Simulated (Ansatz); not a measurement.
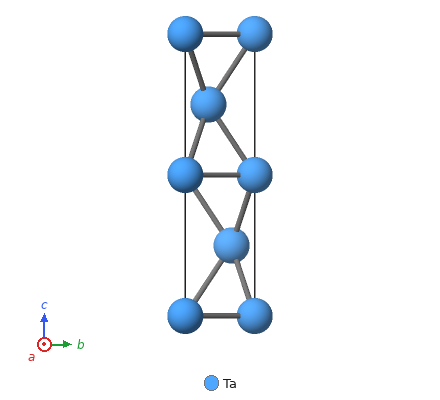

Ta (P6_3/mmc, No. 194): the geometry relaxed with DFT, BLYP, plane waves (420 eV) with PAW, scalar-relativistic (Ansatz 0.2.0); the starting structure was generated, so it need not be a known form of this composition.

Space group P6_3/mmc (No. 194). a = 2.941 Å, b = 2.941 Å, c = 10.349 Å, α = 90.00°, β = 90.00°, γ = 120.00°
```csv
atom,site,symmetry,x,y,z
Ta,2a,-3m.,0.0000,0.0000,0.0000
Ta,2c,-6m2,0.3333,0.6667,0.2500
```

What will a HAADF-like image along [100] show? The image is simulated as a sum over atoms of Z^1.6, blurred by a 1.30 Å probe (no channelling). The display is stretched by a gamma of 0.65; percentages refer to the linear signal. The speckle of an amorphous layer was added.

Answer. The columns repeat on a rectangular net of 2.55 × 10.35 Å (plane group p2mg). All columns are alike (Ta). The shortest distance between visible columns is 2.55 Å in projection. Along the beam the structure repeats every 2.94 Å.

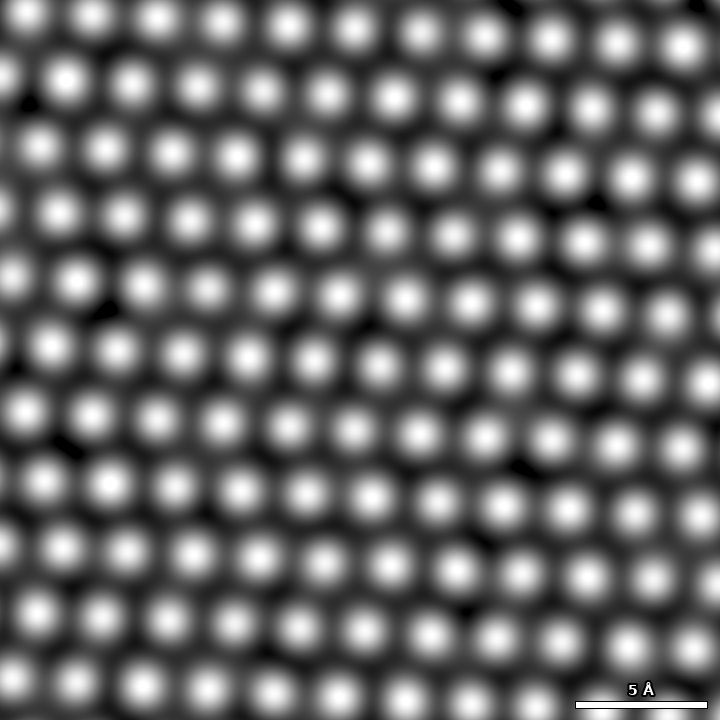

The simulated image.
